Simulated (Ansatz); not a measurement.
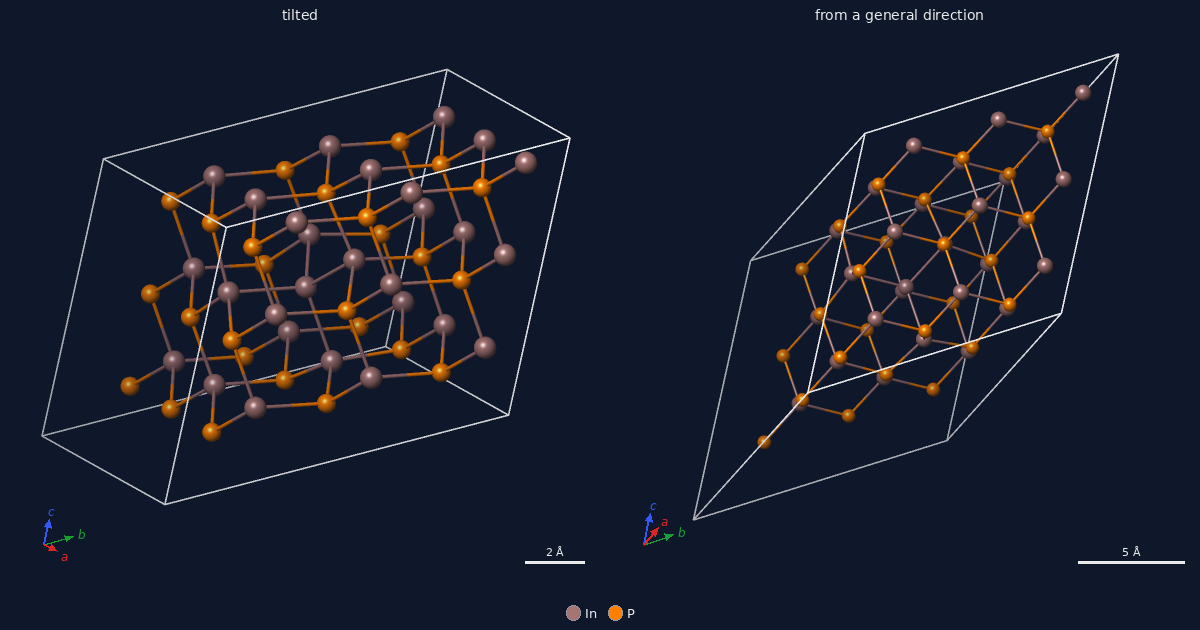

A ball-and-stick rendering, viewed slightly off an axis and from a general direction. The lines enclose the supercell; boundary atoms appear with their images. The host is InP, in a cell of 54 sites, and the cell carries a charge of -1.

> Which defect is modelled here, and what are its neighbours?

Indium on a phosphorus site (an antisite). It is bonded to four In in a tetrahedral arrangement at about 2.8 Å.

Setup: DFT PBE, scalar-relativistic, plane waves, PAW in Ansatz; an energy cutoff of 420 eV, Brillouin-zone sampling on a 1×1×1 mesh, Gaussian smearing of 0.02 eV, collinear spins.

> Does the defect leave unpaired spin?

Yes, 3.0 μB in the cell.

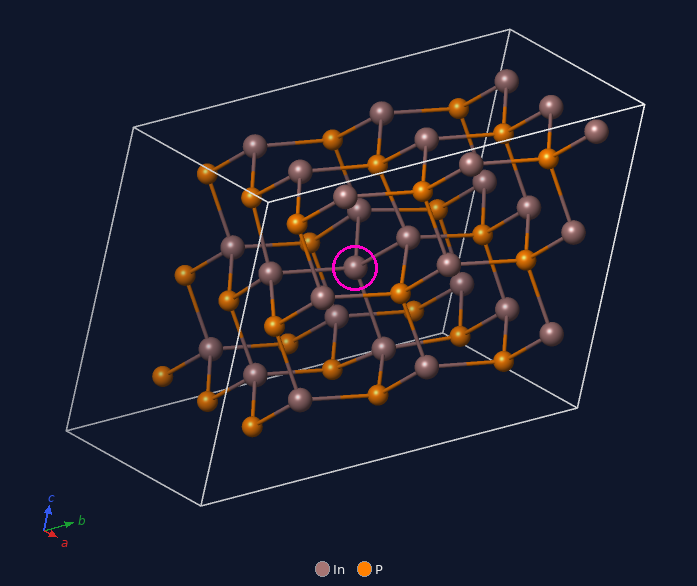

The same cell with a ring at the defect's site.

The atoms were relaxed in the host's cell with DFT PBE, scalar-relativistic, plane waves, PAW in Ansatz.
